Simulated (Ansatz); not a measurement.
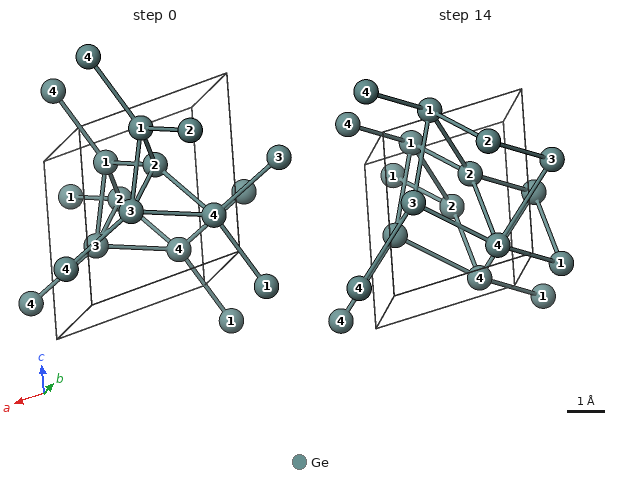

The structure of a crystal of Ge (a generated structure, set up in C2) (coarse preliminary run) before (left) and after (right) a relaxation, at one scale.

Style: ball-and-stick. Shown: the cell of the calculation, repeated 1 × 2 × 1 with one cell outlined, from a free direction.

Computed with Ansatz 0.2.0, DFT PBE, scalar-relativistic, plane waves, PAW. Set-up: plane-wave cutoff 420 eV; k-point mesh 4 × 4 × 4; occupations gaussian; smearing width 0.1 eV; no spin polarisation; cell and atoms relaxed; force threshold 0.04 eV/Å; at most 70 steps.

> Describe what moved and what it gained.

The largest moves relative to the cell, 0.95 Å, are those of Ge1 and Ge4. Ge4 goes roughly along [1 0 −2]. Cell: a = b 4.372 → 4.083 Å (−6.6 %), c 5.645 → 5.202 Å (−7.8 %), γ 101.1° → 90.4°. Volume −16.3 %. Among the contacts that change: Ge1–Ge3 4.139 → 2.725 Å, Ge2–Ge3 3.818 → 2.743 Å, Ge2–Ge3 (another image) 2.266 → 3.177 Å, Ge1–Ge2 2.428 → 2.808 Å. Bonds break: Ge2–Ge3 (2.27 → 3.18 Å). Bond angles that change, for instance: Ge3–Ge1–Ge4 137.8° → 81.1°, Ge2–Ge1–Ge2 129.3° → 94.0°, Ge2–Ge1–Ge3 100.4° → 65.3°. The space group (tolerance 0.01 Å) goes from C2 (No. 5) to C2/c (No. 15). The energy falls by 1.816 eV per cell of the calculation in 11 accepted moves (14 points after the start). The largest force component goes from 3.3 to 0.0041 eV/Å. The pressure goes from 11.25 to 0.06 GPa. The line search rejected the trial steps at points 10, 12 of the run. At 1 point the geometry stayed and the basis and grid were re-selected for the new cell (energy shift of 2.2 meV per cell of the calculation at most each time). The run took 3.6 min on 1 thread of Intel(R) Xeon(R) Processor @ 2.50GHz (Skylake/Cascade Lake), with other jobs on the host, peak memory 0.37 GiB.
